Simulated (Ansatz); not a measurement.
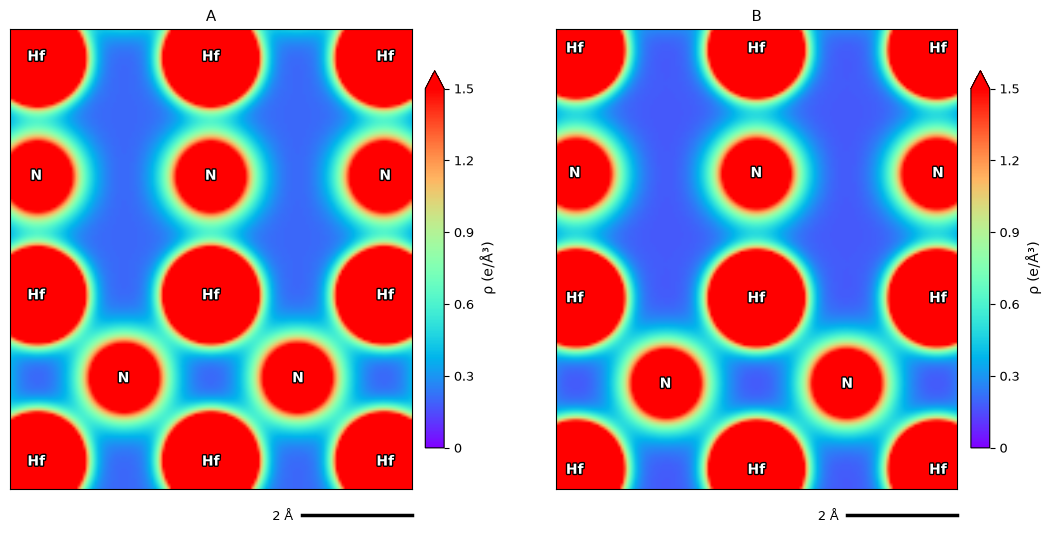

Hf2N. The valence electron density of two cells that differ in size, on the (11̄0) plane of each (indices in the axes of the calculation cell), at one length scale and on one colour scale: B has 16.0 Å³ an atom and A 14.2.

Space group P4₂/mnm; a structure from a database of computed crystals, not necessarily the ambient phase.

Theory: DFT PBEsol, scalar-relativistic, plane waves, PAW (Ansatz).

In a PAW calculation such maps are meaningful between the atoms, not at the nuclei.

The larger cell:

```
CELL_PARAMETERS angstrom
5.40145 0.00000 0.00000
0.00000 5.40145 0.00000
0.00000 0.00000 3.29200
ATOMIC_POSITIONS crystal
Hf 0.29635 0.29635 0.00000
Hf 0.70365 0.70365 0.00000
Hf 0.79635 0.20365 0.50000
Hf 0.20365 0.79635 0.50000
N 0.00000 0.00000 0.00000
N 0.50000 0.50000 0.50000
```

The smaller cell: a = 5.190 Å, b = 5.190 Å, c = 3.163 Å, α = 90.00°, β = 90.00°, γ = 90.00°.

Question: What changes from the larger cell to the smaller?

Answer: From the larger cell to the smaller, Hf–Hf goes from 3.11 to 3.01 Å, and the density at its midpoint from 0.18 to 0.21 e/Å³; Hf–N goes from 2.26 to 2.16 Å, and the density at its midpoint from 0.51 to 0.66 e/Å³; the pressure goes from −11 to 14 GPa.
